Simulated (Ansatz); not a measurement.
**Run report: Al, geometry relaxation (part 1 of 2)**

Al (slab, 12 atoms in the cell), computed with DFT PBEsol, scalar-relativistic, plane waves, PAW, no spin polarisation (Ansatz 0.2.0).

The structure derives from an entry of the Crystallography Open Database. The input holds or restrains some coordinates. Forces given for the steps count only the free coordinates. It belongs to a series of runs on one base structure; here: upper atoms moved at random (sigma 0.25 Å), then relaxed. Figures and captions count atoms from 1; the log counts them from 0 in places.

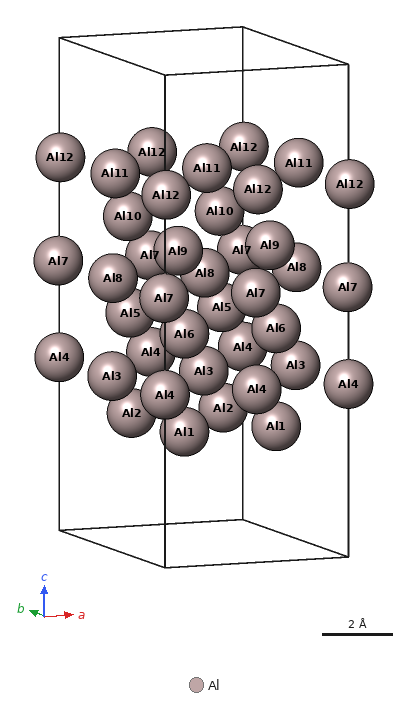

Fig. 1: The input geometry (spheres-only view of the 2 × 1 repeat of the cell, with the vacuum cut short, seen slightly off an axis; atoms are numbered from 1 in the order of the input). An atom can appear more than once, as a periodic image.

Summary

- outcome: converged under the restraints of the input
- electrons treated: 36
- free energy: −6291.1940 eV
- work function, top face: 3.97 eV
- work function, bottom face: 3.97 eV
- Fermi energy: 0.770 eV
- gap on the k-point mesh: none (metallic)
- final volume: 503.93 Å³
- work function (upper face): 3.97 eV
- largest force (length of the vector) at the end, held atoms and coordinates included: 0.222 eV/Å
- hardware: 2 threads of Intel Xeon @ 2.90GHz (Ice Lake), 192 GiB of memory available, shared host
- wall time: 1.8 min (CPU time 3.6 min)
- peak memory: 0.86 GiB

Input
```yaml
crystal:
  lattice:
    - [2.8394270055, 0.0, 0.0]
    - [0.0, 8.0311123612, 0.0]
    - [0.0, 0.0, 22.0985675138]
  atoms:
    - { symbol: Al, position: [0.5, 0.25, 0.3393885145] }
    - { symbol: Al, position: [0.5, 0.75, 0.3393885145] }
    - { symbol: Al, position: [0.0, 0.5, 0.4036331087] }
    - { symbol: Al, position: [0.0, 0.0, 0.4036331087] }
    - { symbol: Al, position: [0.4880018388, 0.7521758295, 0.4708322713] }
    - { symbol: Al, position: [0.4970213154, 0.2477045319, 0.4679590887] }
    - { symbol: Al, position: [-0.0111219199, -0.0009596493, 0.5305810004] }
    - { symbol: Al, position: [0.0081445747, 0.4984829313, 0.5320588578] }
    - { symbol: Al, position: [0.4502098117, 0.2658376359, 0.5763137394] }
    - { symbol: Al, position: [0.4572144577, 0.7479145936, 0.5976495165] }
    - { symbol: Al, position: [0.0446388825, 0.5090976188, 0.6684704336] }
    - { symbol: Al, position: [-0.0170499465, -0.0260415534, 0.6671474555] }
basis:
  ecutwfc: 420
kpoints:
  mp_grid: { grid: [12, 5, 1] }
hamiltonian:
  xc: pbesol
scf:
  occupations: { method: gaussian, width: 0.1 }
output:
  forces: true
  eigenvalues: true
relax:
  adjacent_minimum: "off"
  f_tol: 0.02
  max_steps: 90
  constraints: [{ sites: [0, 1, 2, 3] }]
efield:
  axis: 3
  dipole_correction: true
  ramp_width: 0.04
```

Launched with:
```bash
ansatz run input.yaml --threads 2 --pin off --max-ram 5120MiB --backend cpu --events-out ev --progress --plain --runs-dir out
```

Log
```
Engine: ansatz 0.2.0, x86_64-unknown-linux-gnu
Pseudopotentials: kind: paw
Pseudopotential: Al, paw, valence charge 3, recommended cutoff 420 eV (normal), Al.paw.azcp
Functional definition: PBEsol
  exchange = pbesol_x
  correlation = pbesol_c
Crystal: 12 atoms, lattice volume = 503.930 Å³
Basis set: ecut = 420 eV, 9931 PW (Γ), exchange–correlation on 40×108×300 points (8 copies of the dense FFT grid, shifted against one another)
Bands: 30, of which v1, the nominal top of the filled ones, is band 18 counted from 1 (17 counted from 0)
Symmetry: 1 space group operations
Space group: P1 (ITA 1), of the structure as read, at distance tolerance 8.0e-5 Å
k-points: 31 of 60 (time reversal used)
Non-local potential: Al, projectors of the file, l = 0: 2, l = 1: 2, l = 2: 1
PAW form: soft (Blöchl's): semilocal exchange-correlation on the pseudo side does not see the compensation charge
PAW frozen core: Al, regenerated for the run's functional, and the local potential with it (the file was generated under x = pbe(κ = 0.804, μ = 0.2195149727645171), c = pbe(β = 0.06672455060314922))
PAW one-centre angular grid: Al, 110 points (default); XC on 64 Gauss nodes
Initial density: superposition of atomic densities (neutral atoms: chi_scale 0, normalization atom), corrected by the library's trained network
Initial wavefunctions: pseudopotential atomic-orbital guess
Functional: x = pbesol(κ = 0.804, μ = 0.12345679012345678), c = pbesol(β = 0.046)
SCF iter   1: F=—  HF=-6290.242520 eV  |F-HF|=—  |Δ(HF+E_count)|=         —  Δρ=1.53e-3  dr2=3.49e-2  ethr=1.77e-3  p=-0.005 e·Å  D=-1.92e-3 V/Å  ΔV_dip=0.04 eV  dr2_dipole=4.75e-4  V_vac-E_F(+/−)=4.07/4.02 eV  ⟨swp⟩=12.5  Hψ=6846  notcnv=0  defer=8
efield: sawtooth ramp at fractional position 0.9839 (placed from the atoms, in the widest stretch of the axis that holds none; the zero of the levels goes with the place), width 0.0400; the density the first Hamiltonian is built on has a dipole p = -0.005 e·Å; the dipole correction subtracts the counter field D = -1.92e-3 V/Å, which shifts the + side's vacuum level by +0.04 eV against the − side's; the planar-averaged density in the ramp window peaks in size at 3.9e-5 e/Å³
preconditioner: auto → LDOS  [metal: Δε(μ)=0.004 eV  Ē_g=6.186 eV  σ=0.100 eV  W_gap=0.02  n_scr=44 (ndim 8)  ℏωp=9.9 eV  f_vac=0.467  D(μ)=6.37/eV (n_scr^D=28)  β→1.0]
SCF iter   2: F=—  HF=-6290.240913 eV  |F-HF|=—  |Δ(HF+E_count)|=   1.61e-3  Δρ=5.87e-4  dr2=4.24e-3  ethr=9.70e-5  p=-0.001 e·Å  D=-2.13e-4 V/Å  ΔV_dip=0.00 eV  dr2_dipole=1.97e-4  V_vac-E_F(+/−)=4.05/4.04 eV  ⟨swp⟩=2.6  Hψ=1815  notcnv=0  defer=43
SCF iter   3: F=—  HF=-6290.240878 eV  |F-HF|=—  |Δ(HF+E_count)|=   3.54e-5  Δρ=1.73e-4  dr2=4.44e-4  ethr=1.18e-5  p=-0.001 e·Å  D=-3.06e-4 V/Å  ΔV_dip=0.01 eV  dr2_dipole=7.15e-6  V_vac-E_F(+/−)=4.06/4.05 eV  ⟨swp⟩=2.4  Hψ=1393  notcnv=0  defer=43
SCF iter   4: F=—  HF=-6290.240868 eV  |F-HF|=—  |Δ(HF+E_count)|=   9.69e-6  Δρ=4.22e-5  dr2=3.07e-5  ethr=1.23e-6  p=-0.001 e·Å  D=-2.59e-4 V/Å  ΔV_dip=0.01 eV  dr2_dipole=6.07e-7  V_vac-E_F(+/−)=4.05/4.05 eV  ⟨swp⟩=2.8  Hψ=1538  notcnv=0  defer=43
iter 5 did not close the SCF: its close was put off for the readings that it lacked (scf_convergence_deferred on its scf_iter line)
SCF iter   5: F=-6290.240868 eV  HF=-6290.240868 eV  |F-HF|=6.62e-7  |Δ(HF+E_count)|=   5.76e-7  Δρ=1.26e-5  dr2=2.50e-6  ethr=8.54e-8  p=-0.001 e·Å  D=-2.28e-4 V/Å  ΔV_dip=0.01 eV  dr2_dipole=1.74e-7  V_vac-E_F(+/−)=4.05/4.05 eV  ⟨swp⟩=2.5  Hψ=1371  notcnv=0  defer=43
SCF iter   6: F=-6290.240869 eV  HF=-6290.240869 eV  |F-HF|=2.15e-8  |Δ(HF+E_count)|=   4.92e-7  Δρ=3.36e-6  dr2=1.74e-7  ethr=6.94e-9  p=-0.001 e·Å  D=-2.30e-4 V/Å  ΔV_dip=0.01 eV  dr2_dipole=9.79e-9  V_vac-E_F(+/−)=4.06/4.05 eV  ⟨swp⟩=15.1  Hψ=5651  notcnv=0
SCF 1 converged in 6 iterations: F = -6290.240869 eV  dr2 = 1.74e-7
  greatest PAW one-centre occupation: 0.500 electrons in one spin orbital (limit 2), on the Al atom at site 11 (counted from 0), in its partial waves of l = 0
relax step   1: F+E_penalty+E_count = -6290.24086900 eV  Δ(F+E_penalty+E_count) = +0.000e0 eV  max|allowed force component| = 2.877e0 eV/Å  Δτ_max = 0.0000 Å  (6 SCF iters, dr2 threshold 1.00e-5 eV, accepted)
Initial density: handed on by an earlier stage of this run
Initial wavefunctions: those handed on with the density
iter 1 solved again at ethr=9.30e-4 eV; its pass at ethr=3.10e-3 eV (dr2=3.35e-1 eV) is discarded
SCF iter   1: F=—  HF=-6290.935372 eV  |F-HF|=—  |Δ(HF+E_count)|=         —  Δρ=3.36e-3  dr2=3.36e-1  ethr=9.30e-4  p=-0.001 e·Å  D=-2.30e-4 V/Å  ΔV_dip=0.01 eV  dr2_dipole=2.59e-2  V_vac-E_F(+/−)=4.03/4.03 eV  ⟨swp⟩=1.1  Hψ=4318  notcnv=0  defer=109
efield: sawtooth ramp at fractional position 0.9839 (handed on by an earlier solve), width 0.0400; the density the first Hamiltonian is built on has a dipole p = -0.001 e·Å; the dipole correction subtracts the counter field D = -2.30e-4 V/Å, which shifts the + side's vacuum level by +0.01 eV against the − side's; the planar-averaged density in the ramp window peaks in size at 5.0e-7 e/Å³
preconditioner: auto → LDOS  [metal: Δε(μ)=0.014 eV  Ē_g=6.203 eV  σ=0.100 eV  W_gap=0.08  n_scr=44 (ndim 8)  ℏωp=9.9 eV  f_vac=0.469  D(μ)=5.29/eV (n_scr^D=22)  β→1.0]
SCF iter   2: F=—  HF=-6290.887279 eV  |F-HF|=—  |Δ(HF+E_count)|=   4.81e-2  Δρ=2.18e-3  dr2=6.98e-2  ethr=9.30e-4  p=0.000 e·Å  D=3.71e-5 V/Å  ΔV_dip=-0.00 eV  dr2_dipole=4.57e-4  V_vac-E_F(+/−)=4.01/4.01 eV  ⟨swp⟩=2.4  Hψ=1543  notcnv=0  defer=109
SCF iter   3: F=—  HF=-6290.874401 eV  |F-HF|=—  |Δ(HF+E_count)|=   1.29e-2  Δρ=3.94e-4  dr2=3.89e-3  ethr=1.94e-4  p=-0.002 e·Å  D=-8.45e-4 V/Å  ΔV_dip=0.02 eV  dr2_dipole=2.33e-4  V_vac-E_F(+/−)=4.04/4.02 eV  ⟨swp⟩=2.2  Hψ=1563  notcnv=0  defer=123
SCF iter   4: F=—  HF=-6290.873675 eV  |F-HF|=—  |Δ(HF+E_count)|=   7.27e-4  Δρ=8.30e-5  dr2=1.55e-4  ethr=1.08e-5  p=-0.002 e·Å  D=-8.08e-4 V/Å  ΔV_dip=0.02 eV  dr2_dipole=8.25e-6  V_vac-E_F(+/−)=4.03/4.01 eV  ⟨swp⟩=2.3  Hψ=1494  notcnv=0  defer=123
SCF iter   5: F=-6290.873671 eV  HF=-6290.873669 eV  |F-HF|=1.26e-6  |Δ(HF+E_count)|=   5.02e-6  Δρ=2.33e-5  dr2=4.38e-6  ethr=2.78e-7  p=-0.002 e·Å  D=-7.65e-4 V/Å  ΔV_dip=0.02 eV  dr2_dipole=8.96e-8  V_vac-E_F(+/−)=4.03/4.01 eV  ⟨swp⟩=16.0  Hψ=6191  notcnv=0
SCF 2 converged in 5 iterations: F = -6290.873671 eV  dr2 = 4.38e-6
  greatest PAW one-centre occupation: 0.493 electrons in one spin orbital (limit 2), on the Al atom at site 10 (counted from 0), in its partial waves of l = 0
relax step   2: F+E_penalty+E_count = -6290.87367074 eV  Δ(F+E_penalty+E_count) = -6.328e-1 eV  max|allowed force component| = 1.432e0 eV/Å  Δτ_max = 0.1911 Å  (5 SCF iters, dr2 threshold 1.00e-4 eV, accepted)
iter 1 solved again at ethr=6.66e-4 eV; its pass at ethr=3.10e-3 eV (dr2=2.40e-1 eV) is discarded
SCF iter   1: F=—  HF=-6291.214701 eV  |F-HF|=—  |Δ(HF+E_count)|=         —  Δρ=3.26e-3  dr2=2.47e-1  ethr=6.66e-4  p=-0.002 e·Å  D=-7.65e-4 V/Å  ΔV_dip=0.02 eV  dr2_dipole=1.90e-2  V_vac-E_F(+/−)=4.02/4.00 eV  ⟨swp⟩=1.2  Hψ=4585  notcnv=0  defer=84
efield: sawtooth ramp at fractional position 0.9839 (handed on by an earlier solve), width 0.0400; the density the first Hamiltonian is built on has a dipole p = -0.002 e·Å; the dipole correction subtracts the counter field D = -7.65e-4 V/Å, which shifts the + side's vacuum level by +0.02 eV against the − side's; the planar-averaged density in the ramp window peaks in size at 4.7e-7 e/Å³
preconditioner: auto → LDOS  [metal: Δε(μ)=0.023 eV  Ē_g=6.236 eV  σ=0.100 eV  W_gap=0.13  n_scr=44 (ndim 8)  ℏωp=9.9 eV  f_vac=0.475  D(μ)=4.78/eV (n_scr^D=22)  β→1.0]
SCF iter   2: F=—  HF=-6291.180985 eV  |F-HF|=—  |Δ(HF+E_count)|=   3.37e-2  Δρ=1.98e-3  dr2=8.97e-2  ethr=6.66e-4  p=-0.000 e·Å  D=-1.35e-4 V/Å  ΔV_dip=0.00 eV  dr2_dipole=1.06e-2  V_vac-E_F(+/−)=3.99/3.98 eV  ⟨swp⟩=2.6  Hψ=1548  notcnv=0  defer=84
SCF iter   3: F=—  HF=-6291.167887 eV  |F-HF|=—  |Δ(HF+E_count)|=   1.31e-2  Δρ=3.01e-4  dr2=1.61e-3  ethr=2.49e-4  p=-0.002 e·Å  D=-5.55e-4 V/Å  ΔV_dip=0.01 eV  dr2_dipole=1.02e-4  V_vac-E_F(+/−)=4.00/3.99 eV  ⟨swp⟩=2.5  Hψ=1465  notcnv=0  defer=103
SCF iter   4: F=—  HF=-6291.167608 eV  |F-HF|=—  |Δ(HF+E_count)|=   2.79e-4  Δρ=6.83e-5  dr2=7.96e-5  ethr=4.46e-6  p=-0.001 e·Å  D=-4.36e-4 V/Å  ΔV_dip=0.01 eV  dr2_dipole=4.94e-6  V_vac-E_F(+/−)=3.99/3.98 eV  ⟨swp⟩=2.5  Hψ=1518  notcnv=0  defer=103
SCF iter   5: F=-6291.167613 eV  HF=-6291.167612 eV  |F-HF|=1.11e-6  |Δ(HF+E_count)|=   3.39e-6  Δρ=2.00e-5  dr2=3.94e-6  ethr=2.21e-7  p=-0.001 e·Å  D=-4.15e-4 V/Å  ΔV_dip=0.01 eV  dr2_dipole=1.33e-7  V_vac-E_F(+/−)=3.99/3.98 eV  ⟨swp⟩=17.1  Hψ=5921  notcnv=0
SCF 3 converged in 5 iterations: F = -6291.167613 eV  dr2 = 3.94e-6
  greatest PAW one-centre occupation: 0.487 electrons in one spin orbital (limit 2), on the Al atom at site 1 (counted from 0), in its partial waves of l = 0
relax step   3: F+E_penalty+E_count = -6291.16761290 eV  Δ(F+E_penalty+E_count) = -2.939e-1 eV  max|allowed force component| = 3.835e-1 eV/Å  Δτ_max = 0.2000 Å  (5 SCF iters, dr2 threshold 1.00e-4 eV, accepted)
SCF iter   1: F=—  HF=-6291.199506 eV  |F-HF|=—  |Δ(HF+E_count)|=         —  Δρ=1.25e-3  dr2=3.76e-2  ethr=1.07e-3  p=-0.001 e·Å  D=-4.15e-4 V/Å  ΔV_dip=0.01 eV  dr2_dipole=1.90e-3  V_vac-E_F(+/−)=3.98/3.97 eV  ⟨swp⟩=4.0  Hψ=2628  notcnv=0  defer=115
efield: sawtooth ramp at fractional position 0.9839 (handed on by an earlier solve), width 0.0400; the density the first Hamiltonian is built on has a dipole p = -0.001 e·Å; the dipole correction subtracts the counter field D = -4.15e-4 V/Å, which shifts the + side's vacuum level by +0.01 eV against the − side's; the planar-averaged density in the ramp window peaks in size at 5.0e-7 e/Å³
preconditioner: auto → LDOS  [metal: Δε(μ)=0.017 eV  Ē_g=6.233 eV  σ=0.100 eV  W_gap=0.10  n_scr=44 (ndim 8)  ℏωp=9.9 eV  f_vac=0.475  D(μ)=4.66/eV (n_scr^D=22)  β→1.0]
SCF iter   2: F=—  HF=-6291.194021 eV  |F-HF|=—  |Δ(HF+E_count)|=   5.48e-3  Δρ=6.00e-4  dr2=7.26e-3  ethr=1.04e-4  p=-0.000 e·Å  D=-1.73e-5 V/Å  ΔV_dip=0.00 eV  dr2_dipole=1.56e-6  V_vac-E_F(+/−)=3.98/3.98 eV  ⟨swp⟩=2.5  Hψ=1640  notcnv=0  defer=115
SCF iter   3: F=—  HF=-6291.193200 eV  |F-HF|=—  |Δ(HF+E_count)|=   8.21e-4  Δρ=1.06e-4  dr2=3.66e-4  ethr=2.02e-5  p=0.000 e·Å  D=1.11e-5 V/Å  ΔV_dip=-0.00 eV  dr2_dipole=8.60e-5  V_vac-E_F(+/−)=3.97/3.98 eV  ⟨swp⟩=2.3  Hψ=1285  notcnv=0  defer=115
SCF iter   4: F=—  HF=-6291.193158 eV  |F-HF|=—  |Δ(HF+E_count)|=   4.23e-5  Δρ=2.67e-5  dr2=1.11e-5  ethr=1.02e-6  p=0.000 e·Å  D=5.09e-5 V/Å  ΔV_dip=-0.00 eV  dr2_dipole=1.05e-7  V_vac-E_F(+/−)=3.97/3.97 eV  ⟨swp⟩=2.1  Hψ=1351  notcnv=0  defer=115
SCF iter   5: F=-6291.193159 eV  HF=-6291.193159 eV  |F-HF|=8.36e-9  |Δ(HF+E_count)|=   1.14e-6  Δρ=8.47e-6  dr2=9.44e-7  ethr=2.93e-8  p=0.000 e·Å  D=1.13e-4 V/Å  ΔV_dip=-0.00 eV  dr2_dipole=2.40e-7  V_vac-E_F(+/−)=3.97/3.97 eV  ⟨swp⟩=16.5  Hψ=5820  notcnv=0
SCF 4 converged in 5 iterations: F = -6291.193159 eV  dr2 = 9.44e-7
relax step   4: F+E_penalty+E_count = -6291.19315937 eV  Δ(F+E_penalty+E_count) = -2.555e-2 eV  max|allowed force component| = 3.412e-2 eV/Å  Δτ_max = 0.1067 Å  (5 SCF iters, dr2 threshold 1.05e-5 eV, accepted)
SCF iter   1: F=—  HF=-6291.194167 eV  |F-HF|=—  |Δ(HF+E_count)|=         —  Δρ=3.23e-4  dr2=2.35e-3  ethr=9.34e-5  p=0.000 e·Å  D=1.13e-4 V/Å  ΔV_dip=-0.00 eV  dr2_dipole=2.94e-4  V_vac-E_F(+/−)=3.97/3.97 eV  ⟨swp⟩=2.0  Hψ=2215  notcnv=0  defer=113
efield: sawtooth ramp at fractional position 0.9839 (handed on by an earlier solve), width 0.0400; the density the first Hamiltonian is built on has a dipole p = 0.000 e·Å; the dipole correction subtracts the counter field D = 1.13e-4 V/Å, which shifts the + side's vacuum level by -0.00 eV against the − side's; the planar-averaged density in the ramp window peaks in size at 4.6e-7 e/Å³
preconditioner: auto → LDOS  [metal: Δε(μ)=0.007 eV  Ē_g=6.229 eV  σ=0.100 eV  W_gap=0.04  n_scr=44 (ndim 8)  ℏωp=9.9 eV  f_vac=0.475  D(μ)=4.74/eV (n_scr^D=22)  β→1.0]
SCF iter   2: F=—  HF=-6291.193845 eV  |F-HF|=—  |Δ(HF+E_count)|=   3.22e-4  Δρ=8.74e-5  dr2=1.76e-4  ethr=6.53e-6  p=0.000 e·Å  D=1.44e-4 V/Å  ΔV_dip=-0.00 eV  dr2_dipole=3.48e-6  V_vac-E_F(+/−)=3.97/3.97 eV  ⟨swp⟩=2.6  Hψ=1562  notcnv=0  defer=113
SCF iter   3: F=—  HF=-6291.193833 eV  |F-HF|=—  |Δ(HF+E_count)|=   1.18e-5  Δρ=2.32e-5  dr2=2.53e-5  ethr=4.90e-7  p=0.000 e·Å  D=1.23e-4 V/Å  ΔV_dip=-0.00 eV  dr2_dipole=3.05e-6  V_vac-E_F(+/−)=3.97/3.97 eV  ⟨swp⟩=2.4  Hψ=1318  notcnv=0  defer=113
SCF iter   4: F=—  HF=-6291.193963 eV  |F-HF|=—  |Δ(HF+E_count)|=   1.30e-4  Δρ=5.66e-6  dr2=8.25e-7  ethr=7.04e-8  p=0.000 e·Å  D=1.48e-4 V/Å  ΔV_dip=-0.00 eV  dr2_dipole=2.59e-9  V_vac-E_F(+/−)=3.97/3.97 eV  ⟨swp⟩=2.1  Hψ=1194  notcnv=0  defer=113
SCF iter   5: F=-6291.193963 eV  HF=-6291.193963 eV  |F-HF|=4.99e-9  |Δ(HF+E_count)|=   1.99e-7  Δρ=1.30e-6  dr2=3.73e-8  ethr=2.78e-10  p=0.000 e·Å  D=1.61e-4 V/Å  ΔV_dip=-0.00 eV  dr2_dipole=2.68e-9  V_vac-E_F(+/−)=3.97/3.97 eV  ⟨swp⟩=14.5  Hψ=5622  notcnv=0
SCF 5 converged in 5 iterations: F = -6291.193963 eV  dr2 = 3.73e-8
relax step   5: F+E_penalty+E_count = -6291.19396304 eV  Δ(F+E_penalty+E_count) = -8.037e-4 eV  max|allowed force component| = 2.440e-3 eV/Å  Δτ_max = 0.0237 Å  (5 SCF iters, accepted)
```
